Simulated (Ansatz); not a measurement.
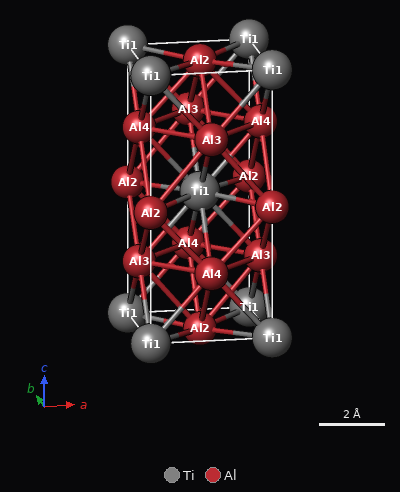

Figure 1. The structure as given in the input (ball-and-stick view of the cell 2 times as large as that of the calculation, set on its symmetry axes, seen slightly off an axis; atoms are numbered from 1 in the order of the input). An atom can appear more than once, as a periodic image.

**What a change does: single-point calculation on TiAl₃**

System: TiAl₃ (I4mm, 4 atoms in the cell).
Method of run A: DFT r2SCAN, scalar-relativistic, plane waves, PAW, no spin polarisation (Ansatz 0.2.0).

The structure derives from a Materials Project entry. Text and figures count atoms from 1; the logs count them from 0 in places.

## Input file, run A
```yaml
crystal:
  lattice:
    - [-1.9120003552, 1.9120003552, 4.281915038]
    - [1.9120003552, -1.9120003552, 4.281915038]
    - [1.9120003552, 1.9120003552, -4.281915038]
  atoms:
    - { symbol: Ti, position: [0.0, 0.0, 0.0] }
    - { symbol: Al, position: [0.4883229818, 0.4883229818, 0.0] }
    - { symbol: Al, position: [0.75, 0.25, 0.5] }
    - { symbol: Al, position: [0.25, 0.75, 0.5] }
basis:
  ecutwfc: 500
kpoints:
  mp_grid: { grid: [18, 18, 18] }
hamiltonian:
  xc: r2scan
scf:
  occupations: { method: gaussian, width: 0.15 }
output:
  forces: true
  stress: true
  eigenvalues: true
```

Launched with:
```bash
ansatz run input.yaml --threads 1 --pin off --max-ram 2560MiB --backend cpu --events-out ev --progress --plain --runs-dir out
```

Hardware: 1 thread of Intel Xeon @ 2.70GHz, 189 GiB of memory available, shared host.

## Output, shortened to warnings, some set-up lines, iterations and results (run A)
```
Basis set: ecut = 500 eV, 1555 PW (Γ), exchange–correlation on 160×160×160 points (64 copies of the dense FFT grid, shifted against one another)
Symmetry: 8 space group operations
k-points: 480 of 5832 (time reversal used)
Initial density: superposition of atomic densities (neutral atoms: chi_scale 0, normalization atom), corrected by the library's trained network
[...]
SCF iter   1: F=—  HF=-4127.293499 eV  |F-HF|=—  |Δ(HF+E_count)|=         —  Δρ=1.25e-2  dr2=1.29e-1  dr2_τ=2.78e-2  ethr=1.77e-3  ⟨swp⟩=5.3  Hψ=41227  notcnv=0
SCF iter   2: F=—  HF=-4127.333015 eV  |F-HF|=—  |Δ(HF+E_count)|=   3.95e-2  Δρ=4.89e-3  dr2=1.83e-2  dr2_τ=3.40e-3  ethr=6.15e-4  ⟨swp⟩=2.6  Hψ=17830  notcnv=0  defer=36
SCF iter   3: F=—  HF=-4127.331979 eV  |F-HF|=—  |Δ(HF+E_count)|=   1.04e-3  Δρ=2.37e-3  dr2=3.30e-3  dr2_τ=7.66e-5  ethr=8.71e-5  ⟨swp⟩=2.0  Hψ=10207  notcnv=0  defer=36
SCF iter   4: F=—  HF=-4127.331925 eV  |F-HF|=—  |Δ(HF+E_count)|=   5.43e-5  Δρ=2.40e-4  dr2=3.26e-5  dr2_τ=2.81e-6  ethr=1.57e-5  ⟨swp⟩=2.7  Hψ=11744  notcnv=0  defer=36
SCF iter   5: F=—  HF=-4127.331958 eV  |F-HF|=—  |Δ(HF+E_count)|=   3.34e-5  Δρ=1.00e-4  dr2=7.54e-6  dr2_τ=3.64e-7  ethr=1.55e-7  ⟨swp⟩=2.0  Hψ=10329  notcnv=0  defer=36
SCF iter   6: F=—  HF=-4127.331957 eV  |F-HF|=—  |Δ(HF+E_count)|=   1.47e-6  Δρ=2.59e-5  dr2=6.30e-7  dr2_τ=1.83e-8  ethr=3.59e-8  ⟨swp⟩=2.0  Hψ=10107  notcnv=0  defer=36
SCF iter   7: F=-4127.331957 eV  HF=-4127.331957 eV  |F-HF|=2.88e-9  |Δ(HF+E_count)|=   5.67e-8  Δρ=4.35e-6  dr2=1.49e-8  dr2_τ=4.89e-10  ethr=4.76e-10  ⟨swp⟩=5.3  Hψ=33539  …
SCF 1 converged in 7 iterations: F = -4127.331957 eV  dr2 = 1.49e-8
SCF converged after 7 iterations
Free energy (F): -4127.331957 eV
Harris-Foulkes:  -4127.331957 eV  (|F-HF|=2.88e-9)
Internal energy: -4127.313867 eV  (E = F + TS)
E sigma→0 (E₀):  -4127.322912 eV
Entropy (-TS):   -0.018089 eV (-4.522 meV/atom)
Fermi energy:    9.699595 eV
--- Per-component energies (eV) ---
  E_band       = -166.166623
  E_kinetic    = 345.103187
  E_local      = -1183.940335  (includes V_loc(G=0)·N_el)
  E_nonlocal   = 37.690668
  E_hartree    = 521.164445
  E_xc         = -204.762487
  E_vxc        = -228.360186  (∫ρ·V_xc dr)
  E_paw        = -2477.182400  (= ΣΔE_a)
  E_vpaw       = -191.726081  (= ΣTr[D̂ρ^β])
  E_aug_tail   = 0.000094  (compensation charges beyond the density's cutoff)
  E_vtau       = 12.740942  (kinetic-family band-sum trace: ∫τ·v_τ [+ j·A + Jᵃ·Aᵃ] dr)
  E_ewald      = -1164.953258
  E_core_change = -0.433781  (= ΣΔE_core)
  E_smearing   = -0.018089  (= −TS)
  E_closure    = -0.000000  (closes the sum)
  Σ components = -4127.331957   (vs F -4127.331957, Δ=0.00e0)
--- Forces (eV/Å), atoms counted from 1 ---
  atom   1  Ti    -0.00000000    -0.00000000     0.02012722
  atom   2  Al    -0.00000000    -0.00000000     0.42575473
  atom   3  Al     0.00000000     0.00000000    -0.22294468
  atom   4  Al    -0.00000000     0.00000000    -0.22294468
  max |Σ_I F_I| component: 7.40e-6 eV/Å
--- Stress (GPa, compression-positive) ---
        0.150603       0.000000      -0.000000
        0.000000       0.150603      -0.000000
       -0.000000       0.000000       0.115543
  P = ⅓ Tr σ = 0.1389 GPa (1.389 kbar)
```

For run B the input was changed thus:
```diff
-    - { symbol: Al, position: [0.4883229818, 0.4883229818, 0.0] }
+    - { symbol: Al, position: [0.5087577637, 0.5087577637, 0.0] }
```

Predict how the results change.

With the same functional and potentials, run B lies 2.3 meV per atom lower. The largest force goes from 0.426 to 0.318 eV/Å. The number of SCF iterations is the same.

## Output, shortened to warnings, some set-up lines, iterations and results (run B)
```
Basis set: ecut = 500 eV, 1555 PW (Γ), exchange–correlation on 160×160×160 points (64 copies of the dense FFT grid, shifted against one another)
Symmetry: 8 space group operations
k-points: 480 of 5832 (time reversal used)
Initial density: superposition of atomic densities (neutral atoms: chi_scale 0, normalization atom), corrected by the library's trained network
[...]
SCF iter   1: F=—  HF=-4127.302756 eV  |F-HF|=—  |Δ(HF+E_count)|=         —  Δρ=1.25e-2  dr2=1.29e-1  dr2_τ=2.77e-2  ethr=1.77e-3  ⟨swp⟩=5.3  Hψ=41230  notcnv=0
SCF iter   2: F=—  HF=-4127.342280 eV  |F-HF|=—  |Δ(HF+E_count)|=   3.95e-2  Δρ=4.89e-3  dr2=1.83e-2  dr2_τ=3.41e-3  ethr=6.16e-4  ⟨swp⟩=2.6  Hψ=17829  notcnv=0  defer=37
SCF iter   3: F=—  HF=-4127.341257 eV  |F-HF|=—  |Δ(HF+E_count)|=   1.02e-3  Δρ=2.37e-3  dr2=3.29e-3  dr2_τ=7.69e-5  ethr=8.71e-5  ⟨swp⟩=2.0  Hψ=10240  notcnv=0  defer=37
SCF iter   4: F=—  HF=-4127.341216 eV  |F-HF|=—  |Δ(HF+E_count)|=   4.12e-5  Δρ=2.41e-4  dr2=3.28e-5  dr2_τ=2.80e-6  ethr=1.57e-5  ⟨swp⟩=2.7  Hψ=11729  notcnv=0  defer=37
SCF iter   5: F=—  HF=-4127.341248 eV  |F-HF|=—  |Δ(HF+E_count)|=   3.22e-5  Δρ=1.01e-4  dr2=7.56e-6  dr2_τ=3.67e-7  ethr=1.56e-7  ⟨swp⟩=2.0  Hψ=10326  notcnv=0  defer=37
SCF iter   6: F=—  HF=-4127.341247 eV  |F-HF|=—  |Δ(HF+E_count)|=   1.50e-6  Δρ=2.59e-5  dr2=6.34e-7  dr2_τ=1.84e-8  ethr=3.60e-8  ⟨swp⟩=1.9  Hψ=9880  notcnv=0  defer=37
SCF iter   7: F=-4127.341247 eV  HF=-4127.341247 eV  |F-HF|=3.51e-9  |Δ(HF+E_count)|=   6.60e-8  Δρ=4.20e-6  dr2=1.37e-8  dr2_τ=4.62e-10  ethr=4.76e-10  ⟨swp⟩=5.3  Hψ=33421  …
SCF 1 converged in 7 iterations: F = -4127.341247 eV  dr2 = 1.37e-8
SCF converged after 7 iterations
Free energy (F): -4127.341247 eV
Harris-Foulkes:  -4127.341247 eV  (|F-HF|=3.51e-9)
Internal energy: -4127.323211 eV  (E = F + TS)
E sigma→0 (E₀):  -4127.332229 eV
Entropy (-TS):   -0.018035 eV (-4.509 meV/atom)
Fermi energy:    9.700669 eV
--- Per-component energies (eV) ---
  E_band       = -166.126382
  E_kinetic    = 345.082725
  E_local      = -1184.004143  (includes V_loc(G=0)·N_el)
  E_nonlocal   = 37.676914
  E_hartree    = 521.228246
  E_xc         = -204.755413
  E_vxc        = -228.352478  (∫ρ·V_xc dr)
  E_paw        = -2477.177343  (= ΣΔE_a)
  E_vpaw       = -191.723374  (= ΣTr[D̂ρ^β])
  E_aug_tail   = 0.000094  (compensation charges beyond the density's cutoff)
  E_vtau       = 12.741050  (kinetic-family band-sum trace: ∫τ·v_τ [+ j·A + Jᵃ·Aᵃ] dr)
  E_ewald      = -1164.940509
  E_core_change = -0.433781  (= ΣΔE_core)
  E_smearing   = -0.018035  (= −TS)
  E_closure    = -0.000000  (closes the sum)
  Σ components = -4127.341247   (vs F -4127.341247, Δ=0.00e0)
--- Forces (eV/Å), atoms counted from 1 ---
  atom   1  Ti     0.00000000    -0.00000000    -0.01513365
  atom   2  Al     0.00000000    -0.00000000    -0.31769474
  atom   3  Al     0.00000000     0.00000000     0.16641733
  atom   4  Al    -0.00000000     0.00000000     0.16641733
  max |Σ_I F_I| component: 6.26e-6 eV/Å
--- Stress (GPa, compression-positive) ---
        0.085722       0.000000      -0.000000
        0.000000       0.085722      -0.000000
       -0.000000      -0.000000       0.025937
  P = ⅓ Tr σ = 0.0658 GPa (0.658 kbar)
```

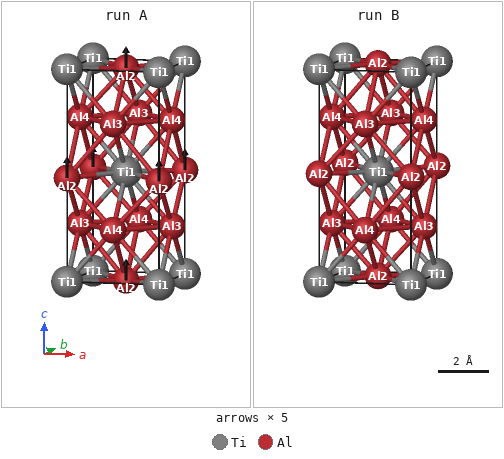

Figure 2. The two input geometries at one scale (ball-and-stick view of the cell 2 times as large as that of the calculation, set on its symmetry axes, seen slightly off an axis). The black arrows on the first give the shifts of the atoms relative to the cell, magnified 5 times. The largest move is that of Al2, 0.17 Å. Ti stays in place. The lattice vectors keep their values. Among the contacts that change: Al2–Al3 2.946 → 2.815 Å.

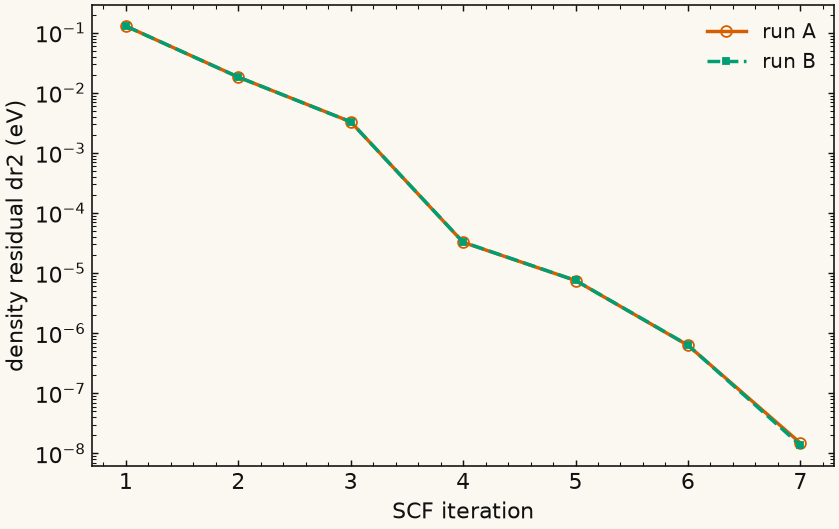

Figure 3. Convergence of the two runs: density residual dr2 against the SCF iteration. Run A takes 7 iterations in all, and run B takes 7.

## The two runs side by side

| quantity | run A | run B |
| --- | --- | --- |
| outcome | converged | converged |
| free energy per atom (eV) | −1031.8330 | −1031.8353 |
| energy per atom, smearing taken to zero (eV) | −1031.8307 | −1031.8331 |
| gap on the mesh (eV) | 0.00 | 0.00 |
| pressure (GPa) | 0.14 | 0.07 |
| largest force (eV/Å) | 0.426 | 0.318 |
| SCF iterations | 7 | 7 |
| irreducible k-points | 480 | 480 |
| plane waves at Γ | 1555 | 1555 |
| wall time (shared host) | 80 s | 92 s |
